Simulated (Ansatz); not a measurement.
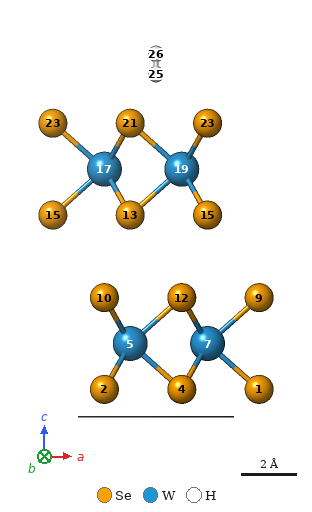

This is the input geometry for a constrained relaxation of a slab of composition HW4Se8 (cut from the P6_3/mmc phase). A ball-and-stick model of the cell of the calculation, outlined in the plane, without the vacuum (origin shifted), seen along the b axis.

Case: 1 H2 a cell, upright, over a hollow Se-Se-Se site. The slab is the (0 0 1) face of WSe2 with H2 on it. 12 atoms are held fixed.

Theory: DFT PBE+D3(BJ), scalar-relativistic, plane waves, PAW (Ansatz 0.2.0).

The input:
```yaml
crystal:
  lattice:
    - [6.5580551065, 0.0, 0.0]
    - [-3.2790275533, 5.6794423217, 0.0]
    - [0.0, 0.0, 28.513050318]
  atoms:
    - { symbol: Se, position: [0.1666666667, 0.3333333333, 0.2805732783] }
    - { symbol: Se, position: [0.1666666667, 0.8333333333, 0.2805732783] }
    - { symbol: Se, position: [0.6666666667, 0.3333333333, 0.2805732783] }
    - { symbol: Se, position: [0.6666666667, 0.8333333333, 0.2805732783] }
    - { symbol: W, position: [0.3333333333, 0.1666666667, 0.3396470128] }
    - { symbol: W, position: [0.3333333333, 0.6666666667, 0.3396470128] }
    - { symbol: W, position: [0.8333333333, 0.1666666667, 0.3396470128] }
    - { symbol: W, position: [0.8333333333, 0.6666666667, 0.3396470128] }
    - { symbol: Se, position: [0.1666666667, 0.3333333333, 0.3987207473] }
    - { symbol: Se, position: [0.1666666667, 0.8333333333, 0.3987207473] }
    - { symbol: Se, position: [0.6666666667, 0.3333333333, 0.3987207473] }
    - { symbol: Se, position: [0.6666666667, 0.8333333333, 0.3987207473] }
    - { symbol: Se, position: [0.3333333333, 0.1666666667, 0.5050291472] }
    - { symbol: Se, position: [0.3333333333, 0.6666666667, 0.5050291472] }
    - { symbol: Se, position: [0.8333333333, 0.1666666667, 0.5050291472] }
    - { symbol: Se, position: [0.8333333333, 0.6666666667, 0.5050291472] }
    - { symbol: W, position: [0.1666666667, 0.3333333333, 0.5641478366] }
    - { symbol: W, position: [0.1666666667, 0.8333333333, 0.5641478366] }
    - { symbol: W, position: [0.6666666667, 0.3333333333, 0.5641478366] }
    - { symbol: W, position: [0.6666666667, 0.8333333333, 0.5641478366] }
    - { symbol: Se, position: [0.3333333333, 0.1666666667, 0.6232882936] }
    - { symbol: Se, position: [0.3333333333, 0.6666666667, 0.6232882936] }
    - { symbol: Se, position: [0.8333333333, 0.1666666667, 0.6232882936] }
    - { symbol: Se, position: [0.8333333333, 0.6666666667, 0.6232882936] }
    - { symbol: H, position: [0.5, 0.5, 0.6864172812] }
    - { symbol: H, position: [0.5, 0.5, 0.712721026] }
basis:
  ecutwfc: 420
kpoints:
  mp_grid: { grid: [3, 3, 1] }
hamiltonian:
  xc: pbe
  dispersion: d3bj
scf:
  occupations: { method: gaussian, width: 0.05 }
output:
  forces: true
  eigenvalues: true
  write_density: true
  write_potential: true
  elf: true
  volumetric_format: npy
relax:
  adjacent_minimum: "off"
  f_tol: 0.04
  max_steps: 100
  constraints: [{ sites: [0, 1, 2, 3, 4, 5, 6, 7, 8, 9, 10, 11] }]
efield:
  axis: 3
  dipole_correction: true
  ramp_width: 0.04
```

Launched with:
```bash
ansatz run input.yaml --threads 4 --pin off --max-ram 10240MiB --backend cpu --events-out ev --progress --plain --runs-dir out
```

### What does the optimiser find from here?

The energy falls by 0.167 eV per cell of the calculation in 6 accepted moves (7 points after the start). Largest force component: 0.26 eV/Å at the start, 0.0039 eV/Å at the end. 1 step only repeated the SCF at the same geometry. The largest moves, 0.92 Å, are those of H25 and H26. H26 goes along the normal (+c). W and Se stay in place. The cell doesn't change. The run took 4.1 min on 4 threads of Arm Neoverse V2 (shared host), peak memory 3 GiB.

History of the run:

| step | E − E(0), meV/atom | largest force component, eV/Å | note |
| --- | --- | --- | --- |
| 0 | 0.00 | 0.2649 |  |
| 1 | -2.54 | 0.3777 |  |
| 2 | -5.09 | 0.1048 |  |
| 3 | -5.93 | 0.0601 |  |
| 4 | -6.32 | 0.0422 |  |
| 5 | -6.38 | 0.0815 |  |
| 6 | -6.43 | 0.0039 |  |
| 7 | -6.43 | 0.0039 | same geometry, SCF repeated |

After the run, drawn alike:

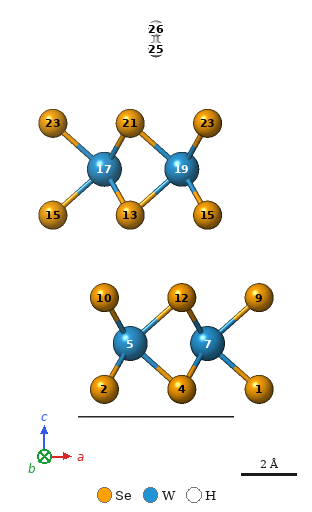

Limits of the set-up: the periodic images lie only 6.6 Å apart, so the values are limited by the cell's size.
